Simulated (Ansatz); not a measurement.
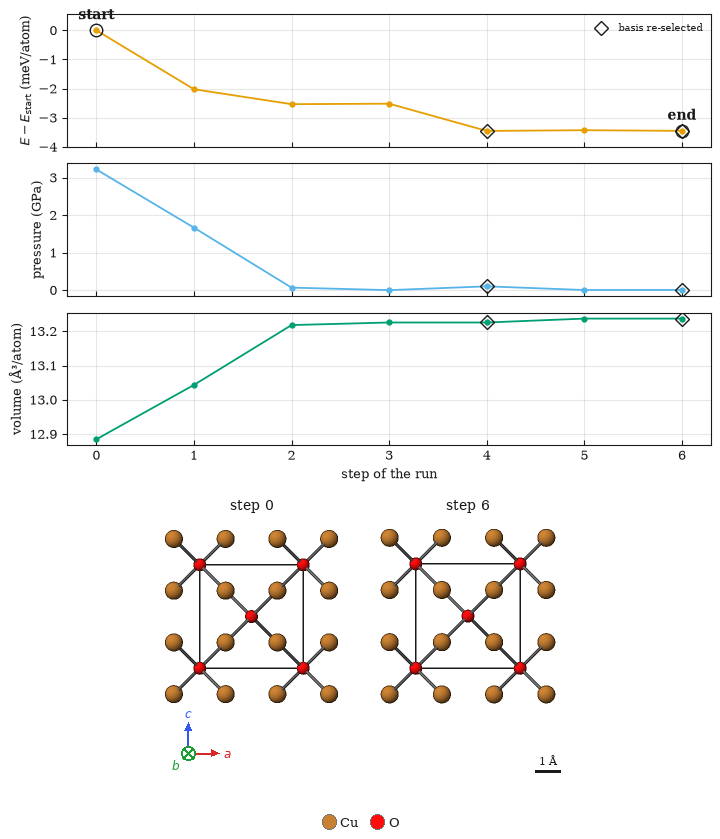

First and last geometry of a relaxation of solid Cu2O (built on the measured structure type), with the history of the run. A ball-and-stick model of the cell of the calculation, seen along the b axis.

Theory: DFT, PBE, plane waves, PAW (Ansatz). (plane-wave cutoff 420 eV; k-point mesh 6 × 6 × 6; occupations fermi dirac; smearing width 0.02 eV; no spin polarisation; cell and atoms relaxed; force threshold 0.005 eV/Å)

Read the history and describe the run.

Answer. It converged. No atom moves by more than 0.005 Å relative to the cell. Cell: a = b = c 4.260 → 4.298 Å (+0.9 %). Volume +2.7 %. Near-neighbour distances that change, for instance: Cu–O 1.845 → 1.861 Å. The space group stays Pn-3m (No. 224). After 4 accepted moves (6 points after the start) the energy has fallen by 3.4 meV per atom. All forces vanish by symmetry, so only the cell relaxes. The pressure goes from 3.22 to 0.00 GPa. The SCF was repeated twice at an unchanged geometry on a basis and grid sized afresh for the cell, which shifted the energy by 0.9 meV per atom at most. Cost: 6.8 s on 4 threads of Arm Neoverse V2, with other jobs on the host, peak memory 0.43 GiB.

```json
{"step": "0", "E − E(0), meV/atom": "0.00", "pressure, GPa": "3.22", "volume, Å³/atom": "12.885", "note": ""}
{"step": "1", "E − E(0), meV/atom": "-2.02", "pressure, GPa": "1.67", "volume, Å³/atom": "13.043", "note": ""}
{"step": "2", "E − E(0), meV/atom": "-2.53", "pressure, GPa": "0.07", "volume, Å³/atom": "13.218", "note": ""}
{"step": "3", "E − E(0), meV/atom": "-2.52", "pressure, GPa": "0.00", "volume, Å³/atom": "13.225", "note": ""}
{"step": "4", "E − E(0), meV/atom": "-3.45", "pressure, GPa": "0.10", "volume, Å³/atom": "13.225", "note": "same geometry, new basis"}
{"step": "5", "E − E(0), meV/atom": "-3.43", "pressure, GPa": "0.00", "volume, Å³/atom": "13.237", "note": ""}
{"step": "6", "E − E(0), meV/atom": "-3.45", "pressure, GPa": "0.00", "volume, Å³/atom": "13.237", "note": "same geometry, new basis"}
```
